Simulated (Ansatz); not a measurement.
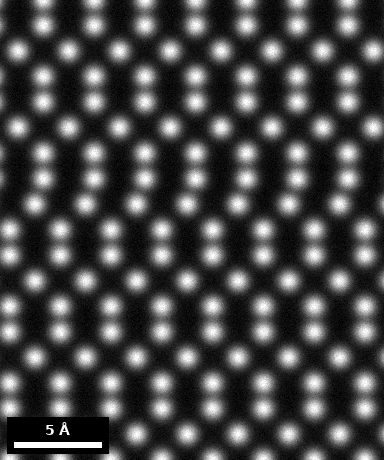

Dark-field STEM-like image of Ge (P6/mmm, No. 191) along [100]. Simulated incoherent Z contrast: every atom adds Z^1.7 spread by a probe of 0.88 Å full width; channelling and multiple scattering are left out. The probe carries 25 % of its weight in a tail 2.5 times as wide. The display is stretched by a gamma of 0.8; percentages refer to the linear signal. Shot noise was added.

One planar defect was built into the perfect crystal by geometry alone, without relaxation. Host structure: the geometry relaxed with DFT, BLYP, plane waves (420 eV) with PAW, scalar-relativistic in Ansatz; the starting structure was generated, so it need not be a known form of this composition.

Find the planar defect and say what kind it is.

A planar fault (a stacking fault) runs horizontally about 11 Å below the top edge. The part above it is shifted along the boundary by 2/3 of the 2.91 Å repeat of the rows (1.9 Å to the right, the same as 1.0 Å to the left); both parts keep the same orientation.
